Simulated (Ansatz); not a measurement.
# Run report: Si, geometry relaxation (part 1 of 2)

The run: geometry relaxation of Si (slab, 8 atoms in the cell). Method and program: DFT PBEsol, scalar-relativistic, plane waves, PAW, no spin polarisation (Ansatz 0.2.0).

The structure derives from an entry of the Crystallography Open Database. The input holds or restrains some coordinates. Forces given for the steps count only the free coordinates. It belongs to a series of runs on one base structure; here: clean slab, lower half held.

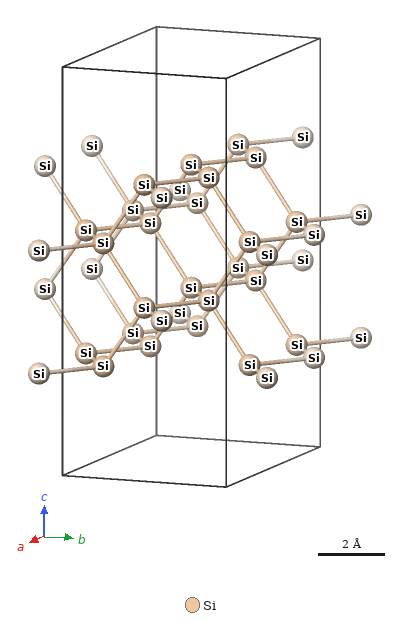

The input geometry (ball-and-stick view of the 2 × 1 repeat of the cell, with the vacuum cut short, seen slightly off an axis; neighbours outside the cell are drawn fainter). An atom can appear more than once, as a periodic image.

Input file:
```yaml
crystal:
  lattice:
    - [3.8417168286, 0.0, 0.0]
    - [0.0, 5.4330080418, 0.0]
    - [0.0, 0.0, 22.7625752429]
  atoms:
    - { symbol: Si, position: [0.5, 0.0, 0.3734199628] }
    - { symbol: Si, position: [0.0, 0.25, 0.3734199628] }
    - { symbol: Si, position: [0.0, 0.5, 0.4578066543] }
    - { symbol: Si, position: [0.5, 0.75, 0.4578066543] }
    - { symbol: Si, position: [0.5, 0.0, 0.5421933457] }
    - { symbol: Si, position: [0.0, 0.25, 0.5421933457] }
    - { symbol: Si, position: [0.0, 0.5, 0.6265800372] }
    - { symbol: Si, position: [0.5, 0.75, 0.6265800372] }
basis:
  ecutwfc: 420
kpoints:
  mp_grid: { grid: [8, 6, 1] }
hamiltonian:
  xc: pbesol
scf:
  occupations: { method: gaussian, width: 0.05 }
output:
  forces: true
  eigenvalues: true
  write_density: true
  write_potential: true
  elf: true
  volumetric_format: npy
relax:
  adjacent_minimum: "off"
  f_tol: 0.03
  max_steps: 70
  constraints: [{ sites: [0, 1, 2, 3] }]
efield:
  axis: 3
  dipole_correction: true
  ramp_width: 0.04
```

Launch command:
```bash
ansatz run input.yaml --threads 2 --pin off --max-ram 5120MiB --backend cpu --events-out ev --progress --plain --runs-dir out
```

What the program printed:
```
Engine: ansatz 0.2.0, x86_64-unknown-linux-gnu
Pseudopotentials: kind: paw
Pseudopotential: Si, paw, valence charge 4, recommended cutoff 420 eV (normal), Si.paw.azcp
Functional definition: PBEsol
  exchange = pbesol_x
  correlation = pbesol_c
Crystal: 8 atoms, lattice volume = 475.102 Å³
Basis set: ecut = 420 eV, 9271 PW (Γ), exchange–correlation on 54×80×320 points (8 copies of the dense FFT grid, shifted against one another)
Bands: 24, of which v1, the nominal top of the filled ones, is band 16 counted from 1 (15 counted from 0)
Symmetry: 4 space group operations
k-points: 20 of 48
Non-local potential: Si, projectors of the file, l = 0: 2, l = 1: 2, l = 2: 2
PAW form: soft (Blöchl's): semilocal exchange-correlation on the pseudo side does not see the compensation charge
PAW frozen core: Si, regenerated for the run's functional, and the local potential with it (the file was generated under x = pbe(κ = 0.804, μ = 0.2195149727645171), c = pbe(β = 0.06672455060314922))
PAW one-centre angular grid: Si, 110 points (default); XC on 64 Gauss nodes
Initial density: superposition of atomic densities (neutral atoms: chi_scale 0, normalization atom), corrected by the library's trained network
Initial wavefunctions: pseudopotential atomic-orbital guess
Functional: x = pbesol(κ = 0.804, μ = 0.12345679012345678), c = pbesol(β = 0.046)
SCF iter   1: F=—  HF=-4967.118459 eV  |F-HF|=—  |Δ(HF+E_count)|=         —  Δρ=2.32e-3  dr2=4.62e-2  ethr=1.77e-3  p=-0.000 e·Å  D=-4.67e-17 V/Å  ΔV_dip=0.00 eV  dr2_dipole=2.66e-7  V_vac-E_F(+/−)=4.84/4.84 eV  ⟨swp⟩=9.8  Hψ=3488  notcnv=0  defer=11
efield: sawtooth ramp at fractional position 0.9800 (placed from the atoms, in the widest stretch of the axis that holds none; the zero of the levels goes with the place), width 0.0400; the density the first Hamiltonian is built on has a dipole p = -0.000 e·Å; the dipole correction subtracts the counter field D = -4.67e-17 V/Å, which shifts the + side's vacuum level by +0.00 eV against the − side's; the planar-averaged density in the ramp window peaks in size at 2.0e-6 e/Å³
preconditioner: auto → LDOS  [metal: Δε(μ)=0.006 eV  Ē_g=7.088 eV  σ=0.050 eV  W_gap=0.07  n_scr=40 (ndim 8)  ℏωp=9.6 eV  f_vac=0.552  D(μ)=6.98/eV (n_scr^D=28)  β→1.0]
SCF iter   2: F=—  HF=-4967.111772 eV  |F-HF|=—  |Δ(HF+E_count)|=   6.69e-3  Δρ=9.30e-4  dr2=7.17e-3  ethr=1.44e-4  p=-0.000 e·Å  D=-3.93e-6 V/Å  ΔV_dip=0.00 eV  dr2_dipole=1.87e-7  V_vac-E_F(+/−)=4.86/4.86 eV  ⟨swp⟩=2.4  Hψ=1014  notcnv=0  defer=44
SCF iter   3: F=—  HF=-4967.112235 eV  |F-HF|=—  |Δ(HF+E_count)|=   4.62e-4  Δρ=4.43e-4  dr2=2.39e-3  ethr=2.24e-5  p=-0.000 e·Å  D=-2.01e-7 V/Å  ΔV_dip=0.00 eV  dr2_dipole=1.03e-9  V_vac-E_F(+/−)=4.86/4.86 eV  ⟨swp⟩=2.1  Hψ=748  notcnv=0  defer=44
SCF iter   4: F=—  HF=-4967.111880 eV  |F-HF|=—  |Δ(HF+E_count)|=   3.54e-4  Δρ=1.41e-4  dr2=2.72e-4  ethr=7.48e-6  p=0.000 e·Å  D=7.64e-7 V/Å  ΔV_dip=-0.00 eV  dr2_dipole=1.20e-9  V_vac-E_F(+/−)=4.86/4.86 eV  ⟨swp⟩=2.5  Hψ=790  notcnv=0  defer=44
SCF iter   5: F=—  HF=-4967.111876 eV  |F-HF|=—  |Δ(HF+E_count)|=   4.28e-6  Δρ=5.71e-5  dr2=3.31e-5  ethr=8.49e-7  p=0.000 e·Å  D=4.34e-7 V/Å  ΔV_dip=-0.00 eV  dr2_dipole=2.85e-10  V_vac-E_F(+/−)=4.86/4.86 eV  ⟨swp⟩=2.4  Hψ=750  notcnv=0  defer=44
SCF iter   6: F=-4967.111878 eV  HF=-4967.111880 eV  |F-HF|=2.75e-6  |Δ(HF+E_count)|=   4.49e-6  Δρ=2.00e-5  dr2=6.13e-6  ethr=7.03e-8  p=0.000 e·Å  D=2.36e-7 V/Å  ΔV_dip=-0.00 eV  dr2_dipole=1.65e-10  V_vac-E_F(+/−)=4.86/4.86 eV  ⟨swp⟩=21.2  Hψ=5623  notcnv=0
SCF 1 converged in 6 iterations: F = -4967.111878 eV  dr2 = 6.13e-6
  Residual-converged pass: ⟨swp⟩=1.0  Hψ=560  notcnv=0  max |occ|·‖R‖ = 7.1e-9 eV (tolerance 1.0e-8 eV)  dr2=6.13e-6  dr2_onsite=4.46e-8  max |Δocc| = 6.6e-10
  greatest PAW one-centre occupation: 0.666 electrons in one spin orbital (limit 2), on the Si atom at site 7 (counted from 0), in its partial waves of l = 0
relax step   1: F+E_penalty+E_count = -4967.11187773 eV  Δ(F+E_penalty+E_count) = +0.000e0 eV  max|allowed force component| = 4.238e-1 eV/Å  Δτ_max = 0.0000 Å  (6 SCF iters, dr2 threshold 2.25e-5 eV, accepted)
Initial density: handed on by an earlier stage of this run
Initial wavefunctions: those handed on with the density
iter 1 solved again at ethr=6.24e-5 eV; its pass at ethr=3.10e-3 eV (dr2=2.00e-2 eV) is discarded
SCF iter   1: F=—  HF=-4967.153099 eV  |F-HF|=—  |Δ(HF+E_count)|=         —  Δρ=1.22e-3  dr2=1.96e-2  ethr=6.24e-5  p=0.000 e·Å  D=2.28e-7 V/Å  ΔV_dip=-0.00 eV  dr2_dipole=4.85e-3  V_vac-E_F(+/−)=4.85/4.85 eV  ⟨swp⟩=3.0  Hψ=1854  notcnv=0  defer=43
efield: sawtooth ramp at fractional position 0.9800 (handed on by an earlier solve), width 0.0400; the density the first Hamiltonian is built on has a dipole p = 0.000 e·Å; the dipole correction subtracts the counter field D = 2.28e-7 V/Å, which shifts the + side's vacuum level by -0.00 eV against the − side's; the planar-averaged density in the ramp window peaks in size at 1.7e-7 e/Å³
preconditioner: auto → LDOS  [metal: Δε(μ)=0.042 eV  Ē_g=7.130 eV  σ=0.050 eV  W_gap=0.41  n_scr=40 (ndim 8)  ℏωp=9.6 eV  f_vac=0.556  D(μ)=5.12/eV (n_scr^D=20)  β→1.0]
SCF iter   2: F=—  HF=-4967.151263 eV  |F-HF|=—  |Δ(HF+E_count)|=   1.84e-3  Δρ=8.66e-4  dr2=9.13e-3  ethr=6.13e-5  p=0.009 e·Å  D=3.39e-3 V/Å  ΔV_dip=-0.08 eV  dr2_dipole=1.12e-3  V_vac-E_F(+/−)=4.79/4.86 eV  ⟨swp⟩=2.4  Hψ=794  notcnv=0  defer=43
SCF iter   3: F=—  HF=-4967.149408 eV  |F-HF|=—  |Δ(HF+E_count)|=   1.86e-3  Δρ=1.17e-4  dr2=1.76e-4  ethr=2.85e-5  p=0.005 e·Å  D=2.08e-3 V/Å  ΔV_dip=-0.05 eV  dr2_dipole=1.10e-5  V_vac-E_F(+/−)=4.81/4.86 eV  ⟨swp⟩=2.2  Hψ=692  notcnv=0  defer=43
SCF iter   4: F=—  HF=-4967.149387 eV  |F-HF|=—  |Δ(HF+E_count)|=   2.05e-5  Δρ=3.66e-5  dr2=1.92e-5  ethr=5.50e-7  p=0.006 e·Å  D=2.38e-3 V/Å  ΔV_dip=-0.05 eV  dr2_dipole=1.05e-6  V_vac-E_F(+/−)=4.81/4.86 eV  ⟨swp⟩=2.0  Hψ=771  notcnv=0  defer=43
SCF iter   5: F=-4967.149389 eV  HF=-4967.149389 eV  |F-HF|=4.21e-7  |Δ(HF+E_count)|=   2.02e-6  Δρ=1.54e-5  dr2=2.91e-6  ethr=3.51e-8  p=0.007 e·Å  D=2.54e-3 V/Å  ΔV_dip=-0.06 eV  dr2_dipole=1.19e-7  V_vac-E_F(+/−)=4.81/4.86 eV  ⟨swp⟩=22.3  Hψ=5413  notcnv=0
SCF 2 converged in 5 iterations: F = -4967.149389 eV  dr2 = 2.91e-6
  Residual-converged pass: ⟨swp⟩=1.0  Hψ=560  notcnv=0  max |occ|·‖R‖ = 7.1e-9 eV (tolerance 1.0e-8 eV)  dr2=2.91e-6  dr2_onsite=6.90e-9  max |Δocc| = 2.8e-10
  greatest PAW one-centre occupation: 0.666 electrons in one spin orbital (limit 2), on the Si atom at site 1 (counted from 0), in its partial waves of l = 0
relax step   2: F+E_penalty+E_count = -4967.14938868 eV  Δ(F+E_penalty+E_count) = -3.751e-2 eV  max|allowed force component| = 1.882e-1 eV/Å  Δτ_max = 0.0530 Å  (5 SCF iters, dr2 threshold 1.12e-5 eV, accepted)
SCF iter   1: F=—  HF=-4967.181132 eV  |F-HF|=—  |Δ(HF+E_count)|=         —  Δρ=2.46e-3  dr2=6.27e-2  ethr=2.27e-3  p=0.007 e·Å  D=2.54e-3 V/Å  ΔV_dip=-0.06 eV  dr2_dipole=4.92e-3  V_vac-E_F(+/−)=4.80/4.86 eV  ⟨swp⟩=3.9  Hψ=1436  notcnv=0  defer=45
efield: sawtooth ramp at fractional position 0.9800 (handed on by an earlier solve), width 0.0400; the density the first Hamiltonian is built on has a dipole p = 0.007 e·Å; the dipole correction subtracts the counter field D = 2.54e-3 V/Å, which shifts the + side's vacuum level by -0.06 eV against the − side's; the planar-averaged density in the ramp window peaks in size at 1.2e-7 e/Å³
preconditioner: auto → LDOS  [metal: Δε(μ)=0.017 eV  Ē_g=7.196 eV  σ=0.050 eV  W_gap=0.18  n_scr=40 (ndim 8)  ℏωp=9.6 eV  f_vac=0.561  D(μ)=4.96/eV (n_scr^D=18)  β→1.0]
SCF iter   2: F=—  HF=-4967.172879 eV  |F-HF|=—  |Δ(HF+E_count)|=   8.25e-3  Δρ=1.52e-3  dr2=2.41e-2  ethr=1.96e-4  p=0.015 e·Å  D=5.82e-3 V/Å  ΔV_dip=-0.13 eV  dr2_dipole=2.97e-4  V_vac-E_F(+/−)=4.72/4.86 eV  ⟨swp⟩=3.3  Hψ=1145  notcnv=0  defer=44
SCF iter   3: F=—  HF=-4967.167208 eV  |F-HF|=—  |Δ(HF+E_count)|=   5.67e-3  Δρ=2.96e-4  dr2=2.45e-3  ethr=7.54e-5  p=0.012 e·Å  D=4.41e-3 V/Å  ΔV_dip=-0.10 eV  dr2_dipole=4.12e-4  V_vac-E_F(+/−)=4.76/4.86 eV  ⟨swp⟩=2.3  Hψ=790  notcnv=0  defer=44
SCF iter   4: F=—  HF=-4967.167018 eV  |F-HF|=—  |Δ(HF+E_count)|=   1.90e-4  Δρ=1.04e-4  dr2=3.18e-4  ethr=7.66e-6  p=0.011 e·Å  D=4.35e-3 V/Å  ΔV_dip=-0.10 eV  dr2_dipole=2.86e-5  V_vac-E_F(+/−)=4.76/4.86 eV  ⟨swp⟩=2.3  Hψ=723  notcnv=0  defer=44
SCF iter   5: F=—  HF=-4967.166932 eV  |F-HF|=—  |Δ(HF+E_count)|=   8.60e-5  Δρ=4.15e-5  dr2=2.56e-5  ethr=9.93e-7  p=0.011 e·Å  D=4.37e-3 V/Å  ΔV_dip=-0.10 eV  dr2_dipole=2.57e-6  V_vac-E_F(+/−)=4.75/4.85 eV  ⟨swp⟩=2.5  Hψ=687  notcnv=0  defer=44
SCF iter   6: F=—  HF=-4967.166929 eV  |F-HF|=—  |Δ(HF+E_count)|=   2.99e-6  Δρ=1.21e-5  dr2=4.47e-6  ethr=8.01e-8  p=0.012 e·Å  D=4.40e-3 V/Å  ΔV_dip=-0.10 eV  dr2_dipole=3.40e-7  V_vac-E_F(+/−)=4.75/4.85 eV  ⟨swp⟩=2.3  Hψ=718  notcnv=0  defer=44
SCF iter   7: F=-4967.166929 eV  HF=-4967.166929 eV  |F-HF|=6.10e-7  |Δ(HF+E_count)|=   1.17e-7  Δρ=4.36e-6  dr2=6.86e-7  ethr=6.92e-9  p=0.012 e·Å  D=4.45e-3 V/Å  ΔV_dip=-0.10 eV  dr2_dipole=1.43e-7  V_vac-E_F(+/−)=4.75/4.85 eV  ⟨swp⟩=22.5  Hψ=4914  notcnv=0
SCF 3 converged in 7 iterations: F = -4967.166929 eV  dr2 = 6.86e-7
relax step   3: F+E_penalty+E_count = -4967.16692878 eV  Δ(F+E_penalty+E_count) = -1.754e-2 eV  max|allowed force component| = 6.992e-2 eV/Å  Δτ_max = 0.1015 Å  (7 SCF iters, dr2 threshold 2.21e-6 eV, accepted)
SCF iter   1: F=—  HF=-4967.168230 eV  |F-HF|=—  |Δ(HF+E_count)|=         —  Δρ=3.99e-4  dr2=1.68e-3  ethr=3.60e-5  p=0.012 e·Å  D=4.45e-3 V/Å  ΔV_dip=-0.10 eV  dr2_dipole=1.36e-7  V_vac-E_F(+/−)=4.75/4.85 eV  ⟨swp⟩=2.6  Hψ=1221  notcnv=0  defer=43
efield: sawtooth ramp at fractional position 0.9800 (handed on by an earlier solve), width 0.0400; the density the first Hamiltonian is built on has a dipole p = 0.012 e·Å; the dipole correction subtracts the counter field D = 4.45e-3 V/Å, which shifts the + side's vacuum level by -0.10 eV against the − side's; the planar-averaged density in the ramp window peaks in size at 9.2e-8 e/Å³
preconditioner: auto → LDOS  [metal: Δε(μ)=0.088 eV  Ē_g=7.172 eV  σ=0.050 eV  W_gap=0.50  n_scr=40 (ndim 8)  ℏωp=9.6 eV  f_vac=0.560  D(μ)=5.39/eV (n_scr^D=24)  β→1.0]
SCF iter   2: F=—  HF=-4967.168013 eV  |F-HF|=—  |Δ(HF+E_count)|=   2.16e-4  Δρ=2.48e-4  dr2=6.98e-4  ethr=5.27e-6  p=0.011 e·Å  D=4.12e-3 V/Å  ΔV_dip=-0.09 eV  dr2_dipole=4.77e-5  V_vac-E_F(+/−)=4.76/4.85 eV  ⟨swp⟩=2.5  Hψ=939  notcnv=0  defer=43
SCF iter   3: F=—  HF=-4967.167862 eV  |F-HF|=—  |Δ(HF+E_count)|=   1.51e-4  Δρ=4.87e-5  dr2=3.85e-5  ethr=2.18e-6  p=0.011 e·Å  D=4.35e-3 V/Å  ΔV_dip=-0.10 eV  dr2_dipole=4.17e-9  V_vac-E_F(+/−)=4.75/4.85 eV  ⟨swp⟩=2.1  Hψ=695  notcnv=0  defer=43
SCF iter   4: F=—  HF=-4967.167783 eV  |F-HF|=—  |Δ(HF+E_count)|=   7.97e-5  Δρ=1.34e-5  dr2=4.92e-6  ethr=1.20e-7  p=0.011 e·Å  D=4.33e-3 V/Å  ΔV_dip=-0.10 eV  dr2_dipole=4.08e-8  V_vac-E_F(+/−)=4.76/4.85 eV  ⟨swp⟩=2.1  Hψ=731  notcnv=0  defer=43
SCF iter   5: F=—  HF=-4967.167783 eV  |F-HF|=—  |Δ(HF+E_count)|=   1.36e-7  Δρ=5.11e-6  dr2=5.91e-7  ethr=1.54e-8  p=0.011 e·Å  D=4.32e-3 V/Å  ΔV_dip=-0.10 eV  dr2_dipole=7.28e-8  V_vac-E_F(+/−)=4.76/4.85 eV  ⟨swp⟩=2.5  Hψ=664  notcnv=0  defer=43
SCF iter   6: F=-4967.167783 eV  HF=-4967.167783 eV  |F-HF|=7.85e-9  |Δ(HF+E_count)|=   1.55e-7  Δρ=1.28e-6  dr2=4.65e-8  ethr=3.13e-10  p=0.011 e·Å  D=4.31e-3 V/Å  ΔV_dip=-0.10 eV  dr2_dipole=4.32e-10  V_vac-E_F(+/−)=4.76/4.85 eV  ⟨swp⟩=18.4  Hψ=4387  notcnv=0
SCF 4 converged in 6 iterations: F = -4967.167783 eV  dr2 = 4.65e-8
relax step   4: F+E_penalty+E_count = -4967.16778272 eV  Δ(F+E_penalty+E_count) = -8.539e-4 eV  max|allowed force component| = 1.298e-2 eV/Å  Δτ_max = 0.0137 Å  (6 SCF iters, accepted)
```

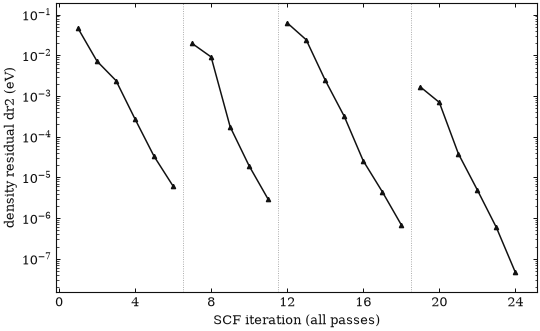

Convergence of the self-consistent field: density residual dr2 against the SCF iteration. The dotted lines part the SCF passes of the relaxation: geometry steps, rejected trials and re-solves on a re-selected basis. The passes take 6, 5, 7 and 6 iterations.

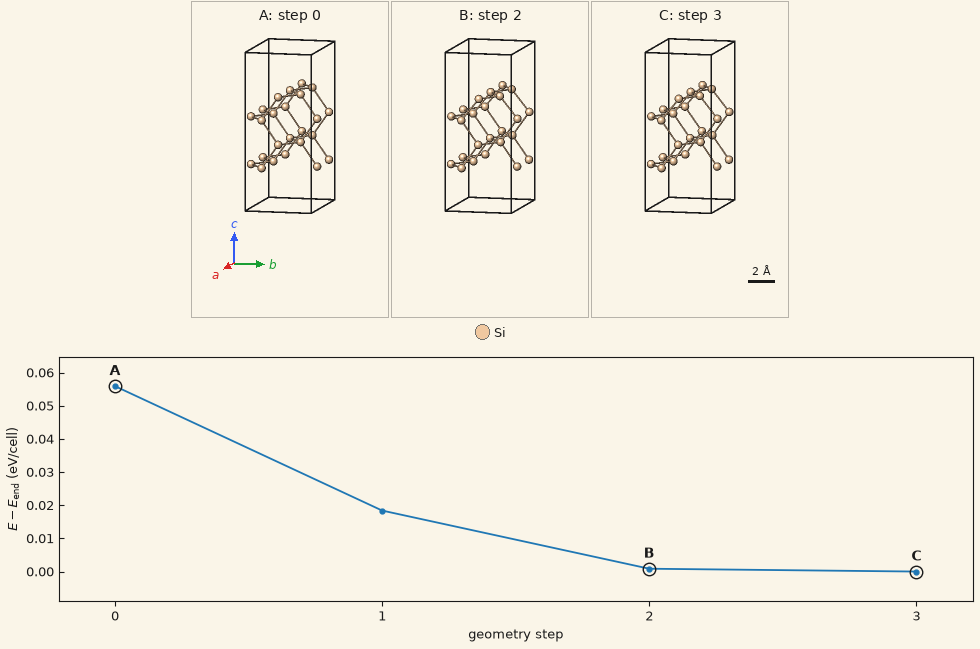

Frames of the restrained relaxation (ball-and-stick view of the 2 × 1 repeat of the cell, with the vacuum cut short, seen slightly off an axis) above the curves, on which the letters mark them (the first geometry is step 0 here and step 1 in the log).
